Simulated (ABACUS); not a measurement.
System: HfO₂, space group Fm-3m (No. 225).

Input of the run:
```
INPUT_PARAMETERS
suffix              HfO2
calculation         scf
basis_type          pw
pseudo_dir          ./
symmetry            1
dft_functional      pbesol
ecutwfc             84
pseudo_rcut         7
nspin               1
nbands              16
ks_solver           dav
smearing_method     fd
smearing_sigma      0.00367493
scf_thr             1e-08
scf_nmax            100
mixing_type         broyden
mixing_beta         0.7
cal_force           1
cal_stress          1
kpar                4
```

Command:
```bash
OMP_NUM_THREADS=1 mpirun -np 4 abacus > log
```

How it was computed, with ABACUS 3.10.1: DFT in plane waves or numerical atomic orbitals with pseudopotentials, no spin polarisation; energies at scaled volumes of the given cell, shape and fractions fixed, counted from the fit's minimum, third-order Birch-Murnaghan fit. Level: PBEsol.

- k mesh: 9×9×9
- occupations: Fermi–Dirac
- smearing width: 0.05 eV
- potentials: PseudoDojo NC SR 0.4.1 PBEsol standard
- wave cutoff: 1143 eV
- density cutoff: 4572 eV
- program settings: basis pw

Describe the result: the energy and pressure against volume. The volume takes the values 10.48, 10.71, 10.93, 11.15, 11.38, 11.60, 11.82 Å³/atom.

A third-order Birch–Murnaghan fit gives V0 = 10.55 Å³/atom, B0 = 268 GPa and B′ = 4.3. The energy rises from 0 meV/atom at volume 10.48 Å³/atom to 104 meV/atom at 11.82 Å³/atom. The pressure falls from 1.77 GPa at volume 10.48 Å³/atom to −23.93 GPa at 11.82 Å³/atom, and changes sign near 10.55 Å³/atom.

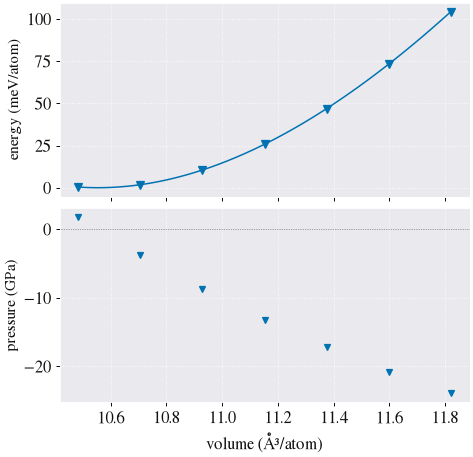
